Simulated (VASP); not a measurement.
# TiN: optical-spectrum calculation (part 1 of 3)

- system: TiN (2 atoms in the cell)
- method: Kohn-Sham DFT of a periodic cell, PBE, VASP PAW PBE potentials, recommended, no spin polarisation (VASP 6.6.1)

The structure derives from an entry of the Crystallography Open Database.

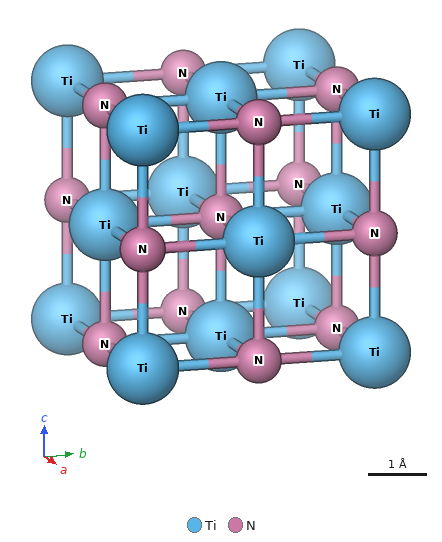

The structure (ball-and-stick view of the cell 4 times as large as that of the calculation, set on its symmetry axes, seen slightly off an axis). An atom can appear more than once, as a periodic image. Near neighbours in the periodic cell (some may lie outside the picture): Ti has 6 N at 2.12 Å; N has 6 Ti at 2.12 Å.

**INCAR**
```
  PREC = Accurate
  ENCUT = 520
  EDIFF = 1E-7
  ISMEAR = 0
  SIGMA = 0.02
  LREAL = False
  LASPH = True
  NELM = 60
  ALGO = Normal
  ISIF = 2
  LWAVE = False
  LCHARG = False
  GGA = PE
  LOPTICS = True
  NBANDS = 56
  NEDOS = 2000
  CSHIFT = 0.1
```

**KPOINTS**
```
regular mesh
0
Gamma
  18 18 18
```

**POSCAR**
```
TiN                                     
1.0
    0.0000000000      2.1246364449      2.1246364449
    2.1246364449     -0.0000000000      2.1246364449
    2.1246364449      2.1246364449      0.0000000000
  Ti              N             
     1     1
Direct
     0.0000000000000000    0.0000000000000000    0.0000000000000000
     0.5000000000000000    0.5000000000000000    0.5000000000000000
```

Launch command:
```bash
cat potpaw_PBE.64/Ti_sv/POTCAR potpaw_PBE.64/N/POTCAR > POTCAR
mpirun -np 1 vasp_std > vasp.out
```

**OSZICAR**
```
N       E                     dE             d eps       ncg     rms          rms(c)
DAV:   1     0.140517531771E+03    0.14052E+03   -0.41038E+03 22400   0.359E+02
DAV:   2    -0.152010688671E+02   -0.15572E+03   -0.14160E+03 23504   0.137E+02
DAV:   3    -0.247688412091E+02   -0.95678E+01   -0.93994E+01 26368   0.345E+01
DAV:   4    -0.248165409236E+02   -0.47700E-01   -0.47688E-01 25168   0.232E+00
DAV:   5    -0.248165698796E+02   -0.28956E-04   -0.28956E-04 25240   0.578E-02    0.180E+01
DAV:   6    -0.201130410903E+02    0.47035E+01   -0.35548E+00 30336   0.152E+01    0.753E+00
DAV:   7    -0.196801226914E+02    0.43292E+00   -0.60533E-01 24032   0.389E+00    0.443E+00
DAV:   8    -0.197685241045E+02   -0.88401E-01   -0.32499E-01 27088   0.327E+00    0.349E+00
DAV:   9    -0.196358344886E+02    0.13269E+00   -0.11593E-01 25232   0.197E+00    0.435E-01
DAV:  10    -0.196364064731E+02   -0.57198E-03   -0.42197E-03 25888   0.284E-01    0.112E-01
DAV:  11    -0.196365090839E+02   -0.10261E-03   -0.14661E-04 24816   0.489E-02    0.660E-02
DAV:  12    -0.196365029808E+02    0.61031E-05   -0.12564E-05 25288   0.168E-02    0.392E-03
DAV:  13    -0.196365030914E+02   -0.11062E-06   -0.11985E-06 25944   0.579E-03    0.571E-03
DAV:  14    -0.196365025355E+02    0.55594E-06   -0.13958E-07 25712   0.191E-03    0.625E-04
DAV:  15    -0.196365025486E+02   -0.13168E-07   -0.12248E-08 18096   0.356E-04
   1 F= -.19636503E+02 E0= -.19636425E+02  d E =-.155828E-03
 imaginary and real dielectric function
```

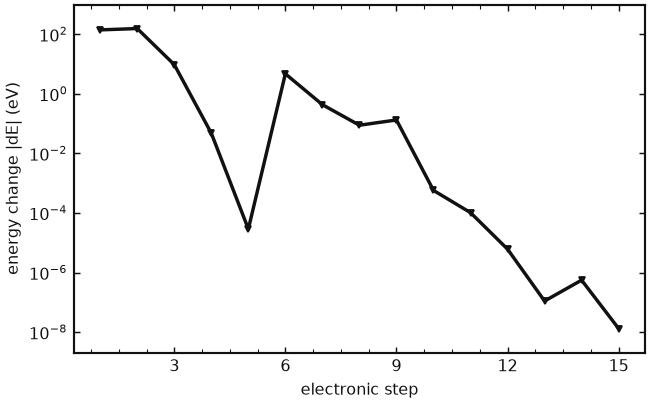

Convergence of the self-consistent field: energy change |dE| against the electronic step. It takes 15 electronic steps. The density is held fixed in the first few steps, and dE rises again when its update begins.

**Parts of OUTCAR**
```
PREC = Accurate
   ENCUT = 520
   EDIFF = 1E-7
   ISMEAR = 0
   LREAL = False
   LASPH = True
   NELM = 60
   ISIF = 2
   GGA = PE

 ion  position               nearest neighbor table
   1  0.000  0.000  0.000-   2 2.12   2 2.12   2 2.12   2 2.12   2 2.12   2 2.12
   2  0.500  0.500  0.500-   1 2.12   1 2.12   1 2.12   1 2.12   1 2.12   1 2.12

  LATTYP: Found a face centered cubic cell.
 ALAT       =     4.2492728898

  Lattice vectors:

 A1 = (   0.0000000000,   2.1246364449,   2.1246364449)
 A2 = (   2.1246364449,   0.0000000000,   2.1246364449)
 A3 = (   2.1246364449,   2.1246364449,   0.0000000000)

Analysis of symmetry for initial positions (statically):
=====================================================================
 Subroutine PRICEL returns:
 Original cell was already a primitive cell.

 Routine SETGRP: Setting up the symmetry group for a
 face centered cubic supercell.

 Subroutine GETGRP returns: Found 48 space group operations
 (whereof 48 operations were pure point group operations)
 out of a pool of 48 trial point group operations.

The static configuration has the point symmetry O_h .

Analysis of symmetry for dynamics (positions and initial velocities):
=====================================================================
 Subroutine PRICEL returns:
 Original cell was already a primitive cell.

 Routine SETGRP: Setting up the symmetry group for a
 face centered cubic supercell.

 Subroutine GETGRP returns: Found 48 space group operations
 (whereof 48 operations were pure point group operations)
 out of a pool of 48 trial point group operations.

The dynamic configuration has the point symmetry O_h .

 Subroutine INISYM returns: Found 48 space group operations
 (whereof 48 operations are pure point group operations),
 and found     1 'primitive' translations

----------------------------------------------------------------------------------------

                                     Primitive cell

  volume of cell :      19.1816

  direct lattice vectors                    reciprocal lattice vectors
     0.000000000  2.124636445  2.124636445    -0.235334380  0.235334380  0.235334380
     2.124636445  0.000000000  2.124636445     0.235334380 -0.235334380  0.235334380
     2.124636445  2.124636445  0.000000000     0.235334380  0.235334380 -0.235334380

  length of vectors
     3.004689675  3.004689675  3.004689675     0.407611103  0.407611103  0.407611103

  position of ions in fractional coordinates (direct lattice)
     0.000000000  0.000000000  0.000000000
     0.500000000  0.500000000  0.500000000

  ion indices of the primitive-cell ions
   primitive index   ion index
                 1           1
                 2           2

----------------------------------------------------------------------------------------

 KPOINTS: regular mesh

Automatic generation of k-mesh.
 Grid dimensions read from file:
 generate k-points for:   18   18   18

 Generating k-lattice:

  Cartesian coordinates                     Fractional coordinates (reciprocal lattice)
    -0.013074132  0.013074132  0.013074132     0.055555556  0.000000000  0.000000000
     0.013074132 -0.013074132  0.013074132     0.000000000  0.055555556  0.000000000
     0.013074132  0.013074132 -0.013074132     0.000000000  0.000000000  0.055555556

  Length of vectors
     0.022645061  0.022645061  0.022645061

  Shift w.r.t. Gamma in fractional coordinates (k-lattice)
     0.000000000  0.000000000  0.000000000

 Subroutine IBZKPT returns following result:
 ===========================================

 Found    195 irreducible k-points:

 Following reciprocal coordinates:
            Coordinates               Weight
  0.000000  0.000000  0.000000      1.000000
  0.055556  0.000000  0.000000      8.000000
  0.111111  0.000000  0.000000      8.000000
  0.166667  0.000000  0.000000      8.000000
  0.222222  0.000000  0.000000      8.000000
  0.277778  0.000000  0.000000      8.000000
  0.333333  0.000000  0.000000      8.000000
  0.388889  0.000000  0.000000      8.000000
  0.444444  0.000000  0.000000      8.000000
  0.500000  0.000000  0.000000      4.000000
  0.055556  0.055556  0.000000      6.000000
  0.111111  0.055556  0.000000     24.000000
  0.166667  0.055556  0.000000     24.000000
  0.222222  0.055556  0.000000     24.000000
  0.277778  0.055556  0.000000     24.000000
  0.333333  0.055556  0.000000     24.000000
  0.388889  0.055556  0.000000     24.000000
  0.444444  0.055556  0.000000     24.000000
  0.500000  0.055556  0.000000     24.000000
 -0.444444  0.055556  0.000000     24.000000
 -0.388889  0.055556  0.000000     24.000000
 -0.333333  0.055556  0.000000     24.000000
 -0.277778  0.055556  0.000000     24.000000
 -0.222222  0.055556  0.000000     24.000000
 [... further k-points ...]
   k-points           NKPTS =    195   k-points in BZ     NKDIM =    195   number of bands    NBANDS=     56
   number of dos      NEDOS =   2000   number of ions     NIONS =      2
   total plane-waves  NPLWV =  13824
   dimension x,y,z NGX =    24 NGY =   24 NGZ =   24
   dimension x,y,z NGXF=    48 NGYF=   48 NGZF=   48
   ions per type =               1   1
   NGX,Y,Z   is equivalent  to a cutoff of  13.28, 13.28, 13.28 a.u.
   NGXF,Y,Z  is equivalent  to a cutoff of  26.56, 26.56, 26.56 a.u.
 SYSTEM =  unknown system
   PREC   = accura    normal or accurate (medium, high low for compatibility)
   ISTART =      0    job   : 0-new  1-cont  2-samecut
   ICHARG =      2    charge: 1-file 2-atom 10-const
   ISPIN  =      1    spin polarized calculation?
   LNONCOLLINEAR =      F non collinear calculations
   LSORBIT =      F    spin-orbit coupling
   LASPH  =      T    aspherical Exc in radial PAW
   ENCUT  =  520.0 eV  38.22 Ry    6.18 a.u.   5.59  5.59  5.59*2*pi/ulx,y,z
   NELM   =     60;   NELMIN=  2; NELMDL= -5     # of ELM steps
   EDIFF  = 0.1E-06   stopping-criterion for ELM
   LREAL  =      F    real-space projection
   EDIFFG = 0.1E-05   stopping-criterion for IOM
   NSW    =      0    number of steps for IOM
   IBRION =     -1    ionic relax: 0-MD 1-quasi-New 2-CG
   NFREE  =      0    steps in history (QN), initial steepest desc. (CG)
   ISIF   =      2    stress and relaxation
   ISYM   =      2    0-nonsym 1-usesym 2-fastsym
   POTIM  = 0.5000    time-step for ionic-motion
   TEBEG  =    0.0;   TEEND  =   0.0 temperature during run
   PSTRESS=    0.0 pullay stress
   NELECT =      17.0000    total number of electrons
   NUPDOWN=      -1.0000    fix difference up-down
   EMIN   =  10.00;   EMAX   =-10.00  energy-range for DOS
   EFERMI =   0.00;   METHOD = LEGACY
   ISMEAR =     0;   SIGMA  =   0.02  broadening in eV -4-tet -1-fermi 0-gaus
   EFERMI_NEDOS =   21; number of points for ismear=-14 and -15
   IALGO  =     38    algorithm
   IMIX   =      4    mixing-type and parameters
     AMIX     =   0.40;   BMIX     =  1.00
     AMIX_MAG =   1.60;   BMIX_MAG =  1.00
  volume/ion in A,a.u.               =       9.59        64.72
  Fermi-wavevector in a.u.,A,eV,Ry     =   1.572521  2.971634 33.644799  2.472823
  Thomas-Fermi vector in A             =   2.673943
   LORBIT       =      0    0 simple, 1 ext, 2 COOP (PROOUT), +10 PAW based schemes
   GGA     = PE    functional components
   LHFCALC =     F    Hartree Fock is set to
   AEXX    =    0.0000 exact exchange contribution
   IVDW    =     0    specifies the selected vdW correction
   LEPSILON=     F    determine dielectric tensor
   LRPA    =     F    only Hartree local field effects (RPA)
 non-spin polarized calculation
 Gauss-broadening in eV      SIGMA  =   0.02
  energy-cutoff  :      520.00
  volume of cell :       19.18
 maximum number of plane-waves:       534
   NGX = 11   NGY = 11   NGZ = 11

 number of electron      17.0000002 magnetization

 Free energy of the ion-electron system (eV)
  ---------------------------------------------------
  ext. energy  EPLUGINS =         0.00000000
  ---------------------------------------------------
  free energy    TOTEN  =       -19.63650255 eV

  energy without entropy =      -19.63634672  energy(sigma->0) =      -19.63642463

 E-fermi :  11.3698     XC(G=0): -12.9905     alpha+bet :-19.1745

 val. band max:       11.3471386437   @ k =  -0.1667   0.1111   0.0000
 cond. band min:      11.3820128032   @ k =   0.1111   0.0556   0.0000
 fundamental gap:      0.0348741594
 Fermi energy:        11.3698426818

 k-point     1 :       0.0000    0.0000    0.0000
  band No.  band energies     occupation
      1     -46.5020      2.00000
      2     -22.4853      2.00000
      3     -22.4853      2.00000
      4     -22.4853      2.00000
      5      -5.6937      2.00000
      6       9.3383      2.00000
      7       9.3383      2.00000
      8       9.3383      2.00000
      9      10.7667      2.00000
     10      10.7667      2.00000
     11      10.7667      2.00000
     12      11.9488      0.00000
     13      11.9488      0.00000
     14      16.7231      0.00000
     15      24.5343      0.00000
     16      31.0469      0.00000
     17      31.0469      0.00000
     18      31.0469      0.00000
     19      38.2818      0.00000
     20      38.2818      0.00000

 k-point     2 :       0.0556    0.0000    0.0000
  band No.  band energies     occupation
      1     -46.4992      2.00000
      2     -22.5053      2.00000
      3     -22.4870      2.00000
      4     -22.4870      2.00000
      5      -5.6339      2.00000
      6       8.9761      2.00000
      7       9.0694      2.00000
      8       9.0694      2.00000
      9      10.8607      2.00000
     10      10.8607      2.00000
     11      10.9559      2.00000
     12      12.2238      0.00000
     13      12.2238      0.00000
     14      16.8921      0.00000
     15      24.5803      0.00000
     16      30.9631      0.00000
     17      30.9669      0.00000
     18      30.9669      0.00000
     19      37.1839      0.00000
     20      37.1839      0.00000

 k-point     3 :       0.1111    0.0000    0.0000
  band No.  band energies     occupation
      1     -46.4911      2.00000
      2     -22.5625      2.00000
      3     -22.4918      2.00000
      4     -22.4918      2.00000
      5      -5.4592      2.00000
      6       8.1967      2.00000
      7       8.5086      2.00000
      8       8.5086      2.00000
      9      11.0604      2.00000
     10      11.0604      2.00000
     11      11.2738      2.00000
     12      12.8777      0.00000
     13      12.8777      0.00000
     14      17.3416      0.00000
     15      24.6465      0.00000
     16      30.6906      0.00000
     17      30.6906      0.00000
     18      30.8419      0.00000
     19      36.0680      0.00000
     20      36.0680      0.00000

 k-point     4 :       0.1667    0.0000    0.0000
  band No.  band energies     occupation
      1     -46.4786      2.00000
      2     -22.6490      2.00000
      3     -22.4992      2.00000
      4     -22.4992      2.00000
      5      -5.1827      2.00000
      6       7.2724      2.00000
      7       7.8998      2.00000
      8       7.8998      2.00000
      9      11.3308      1.99425
     10      11.3308      1.99425
     11      11.5803      0.00000
     12      13.6798      0.00000
     13      13.6798      0.00000
     14      17.9304      0.00000
     15      24.5807      0.00000
     16      30.1436      0.00000
     17      30.1436      0.00000
     18      30.9617      0.00000
     19      35.3313      0.00000
     20      35.3313      0.00000

 k-point     5 :       0.2222    0.0000    0.0000
  band No.  band energies     occupation
      1     -46.4632      2.00000
      2     -22.7534      2.00000
      3     -22.5082      2.00000
      4     -22.5082      2.00000
      5      -4.8265      2.00000
      6       6.3181      2.00000
      7       7.3323      2.00000
      8       7.3323      2.00000
      9      11.6641      0.00000
     10      11.6641      0.00000
     11      11.8967      0.00000
     12      14.5104      0.00000
     13      14.5104      0.00000
     14      18.4704      0.00000
     15      24.3501      0.00000
     16      29.3255      0.00000
     17      29.3255      0.00000
     18      31.4862      0.00000
     19      35.0396      0.00000
     20      35.0396      0.00000

 [... the levels of 18 k-points are left out ...]

 k-point    24 :      -0.2222    0.0556    0.0000
  band No.  band energies     occupation
      1     -46.4559      2.00000
      2     -22.7913      2.00000
      3     -22.5325      2.00000
      4     -22.5034      2.00000
      5      -4.6647      2.00000
      6       5.9282      2.00000
      7       6.9980      2.00000
      8       7.3048      2.00000
      9      11.6082      0.00000
     10      11.8147      0.00000
     11      12.2926      0.00000
     12      14.2827      0.00000
     13      15.2346      0.00000
     14      18.7332      0.00000
     15      24.2736      0.00000
     16      28.3740      0.00000
     17      29.4437      0.00000
     18      32.1005      0.00000
     19      33.7538      0.00000
     20      36.0866      0.00000

 [... further k-points ...]

 [bands above 20 left out]

------------------------ aborting loop because EDIFF is reached ----------------------------------------

  FORCE on cell =-STRESS in cart. coord.  units (eV):
  Direction    XX          YY          ZZ          XY          YZ          ZX
  --------------------------------------------------------------------------------------
  -------------------------------------------------------------------------------------
  Total       -0.0022092     -0.0022092     -0.0022092      0.0000000     -0.0000000      0.0000000
  in kB       -0.1845309     -0.1845309     -0.1845309      0.0000000     -0.0000000      0.0000000
  external PRESSURE =      -0.1845309 kB  Pullay stress =       0.0000000 kB

 VOLUME and BASIS-vectors are now :
 -----------------------------------------------------------------------------
  energy-cutoff  :      520.00
  volume of cell :       19.18
      direct lattice vectors                 reciprocal lattice vectors
     0.000000000  2.124636445  2.124636445    -0.235334380  0.235334380  0.235334380
     2.124636445  0.000000000  2.124636445     0.235334380 -0.235334380  0.235334380
     2.124636445  2.124636445  0.000000000     0.235334380  0.235334380 -0.235334380

 POSITION                                       TOTAL-FORCE (eV/Angst)
```
